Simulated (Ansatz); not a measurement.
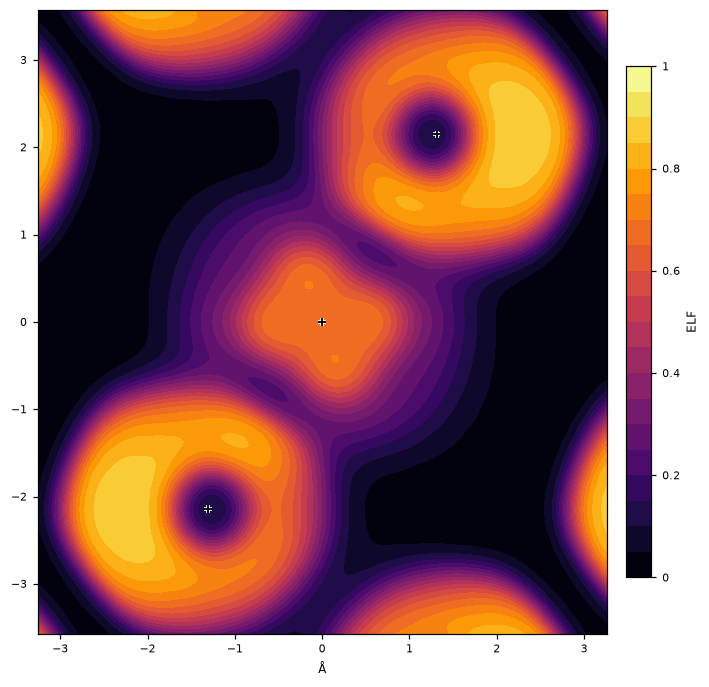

The electron localisation function on a plane through atoms (crosses mark nuclei in the plane).

These are results of Ansatz, DFT r2SCAN, scalar-relativistic, plane waves, PAW, not measurements.

Candidates:
A. PtSe$_{2}$, a = 3.72 Å, b = 3.72 Å, c = 5.82 Å, α = 90.00°, β = 90.00°, γ = 120.00°. Space group P-3m1.
B. MgO, a = 3.00 Å, b = 3.00 Å, c = 4.18 Å, α = 90.00°, β = 90.00°, γ = 90.00°. Space group I4/mmm; a structure from a database of computed crystals, not necessarily the ambient phase; changed on purpose from its base cell (biaxial strain in the a-b plane, c and atoms relaxed: +1.0 %); computed pressure about −2 GPa in this cell.

Which system is this?

Candidate A: PtSe$_{2}$ on the (110) plane of the conventional cell, which holds Pt and Se. Pt–Se (2.52 Å): the ELF is about 0.50 at the midpoint.
